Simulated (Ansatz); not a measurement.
Input of the run:

```
crystal:
  lattice:
    - [0.0, 3.0, 3.0]
    - [3.0, 0.0, 3.0]
    - [3.0, 3.0, 0.0]
  atoms:
    - { symbol: Al, position: [0.25, 0.25, 0.25] }
    - { symbol: Al, position: [0.75, 0.75, 0.75] }
    - { symbol: Au, position: [0.0, 0.0, 0.0] }
kpoints:
  mp_grid: { grid: [11, 11, 11] }
  band_path:
    path:
      - [0.0, 0.0, 0.0]
      - [0.5, 0.0, 0.5]
      - [0.625, 0.25, 0.625]
      - [0.375, 0.375, 0.75]
      - [0.0, 0.0, 0.0]
      - [0.5, 0.5, 0.5]
      - [0.5, 0.25, 0.75]
      - [0.5, 0.0, 0.5]
    npoints: 14
scf:
  occupations: { method: fermi_dirac, width: 0.05 }
hamiltonian:
  xc: lda
  pseudopotentials: { kind: all_electron, lapw: { basis_error: 0.0005 } }
output:
  forces: true
  stress: true
  eigenvalues: true
  populations: true
  dos: { projected: true, de: 0.2, e_range: [-14, 8] }
```

Launched with:
```bash
ansatz run input.yaml --threads 1 --pin off --max-ram 4096MiB --backend cpu --events-out ev --progress --plain --runs-dir out
```

Predict the main features of the band structure. The path is Γ–X–U–K–Γ–L–W–X.

A metal: 3 bands cross the Fermi level along this path. Bands cross the Fermi level on Γ–X, K–Γ, Γ–L and L–W, and not on X–U, U–K and W–X. At Γ the nearest levels lie 5.68 eV below and 2.06 eV above the Fermi level.

Spin-orbit coupling is left out, which matters for Au.

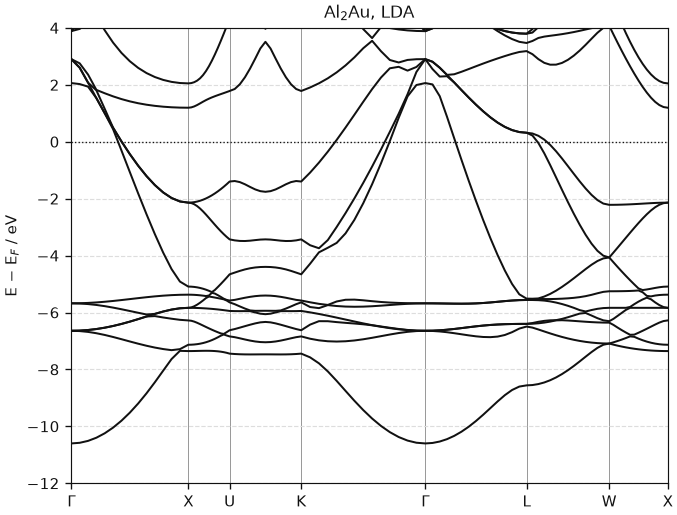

Band structure. Energies are counted from the Fermi level. The path runs straight from each named point to the next.
